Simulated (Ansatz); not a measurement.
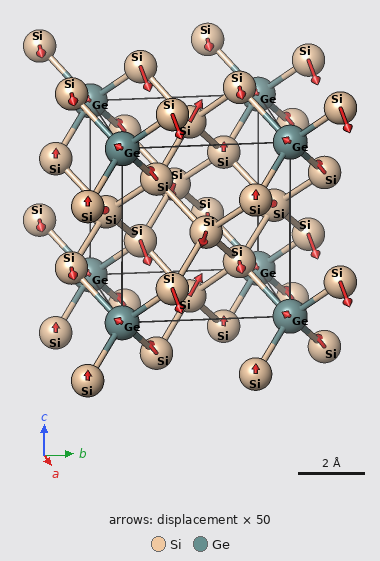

A relaxation of crystalline Si7Ge (set up in P1). The starting structure is drawn; red arrows show the displacements (the part carried along by the change of the cell is left out), 50 times their true length.

The picture is a ball-and-stick view of the cell of the calculation, seen slightly off an axis.

Case: cell sheared at random, sigma 0.06, atoms nudged by 0.01 Å; relaxed back.

Computed with DFT PBEsol, scalar-relativistic, plane waves, PAW in Ansatz 0.2.0.

Input file:
```yaml
crystal:
  lattice:
    - [5.5341746834, -0.3553613727, 0.0075538135]
    - [-0.3553613727, 5.347235102, -0.1232257547]
    - [0.0075538135, -0.1232257547, 5.4961207757]
  atoms:
    - { symbol: Si, position: [0.2488063767, 0.2524124904, 0.2545386808] }
    - { symbol: Si, position: [0.0010414688, 0.5002632889, 0.5020632476] }
    - { symbol: Si, position: [0.4997923707, 0.4986249037, -0.002755032] }
    - { symbol: Si, position: [0.5012219444, -1.19276e-05, 0.499828667] }
    - { symbol: Si, position: [0.7510857399, 0.2527505378, 0.7471662917] }
    - { symbol: Si, position: [0.745323549, 0.7475762144, 0.2535298849] }
    - { symbol: Si, position: [0.2529593576, 0.7473622436, 0.7462473248] }
    - { symbol: Ge, position: [-0.0002308071, 0.0010222489, -0.0006190648] }
basis:
  ecutwfc: 420
kpoints:
  mp_grid: { grid: [6, 6, 6] }
hamiltonian:
  xc: pbesol
scf:
  occupations: { method: gaussian, width: 0.03 }
output:
  forces: true
  stress: true
  eigenvalues: true
relax:
  adjacent_minimum: "off"
  f_tol: 0.01
  max_steps: 80
  cell: { stress_tol: 0.1 }
```

Command:
```bash
ansatz run input.yaml --threads 2 --pin off --max-ram 5120MiB --backend cpu --events-out ev --progress --plain --runs-dir out
```

Question: What did the optimiser do to the structure, and how much energy did it gain?

Answer: Over 4 accepted moves (5 points after the start) the energy falls by 128 meV per atom. The largest force component goes from 1.5 to 0.0022 eV/Å. Pressure: 2.14 GPa at the start and 0.01 GPa at the end. The SCF was repeated once at an unchanged geometry on a basis and grid sized afresh for the cell, which shifted the energy by 0.4 meV per atom at most. The largest move relative to the cell is that of Si1, 0.023 Å along [2 0 −1]. Largest moves by element: Si 0.023 Å, Ge 0.007 Å. The volume changes by +0.5 %, with a 5.546 → 5.459 Å (−1.6 %), b 5.360 → 5.458 Å (+1.8 %), c 5.498 → 5.461 Å (−0.7 %), α 92.6° → 90.0°, β 89.8° → 90.0°, γ 97.5° → 90.0°. Some distances before and after: Si1–Si4 2.507 → 2.356 Å, Si2–Si7 2.209 → 2.355 Å, Si1–Ge8 2.247 → 2.388 Å, Si3–Si7 2.493 → 2.356 Å. Among the angles between lasting bonds that change: Si1–Si3–Si6 103.3° → 108.3°, Si1–Ge8–Si6 104.7° → 109.4°, Si3–Si6–Ge8 104.2° → 108.8°. The space group (tolerance 0.01 Å) goes from P1 (No. 1) to P-43m (No. 215).
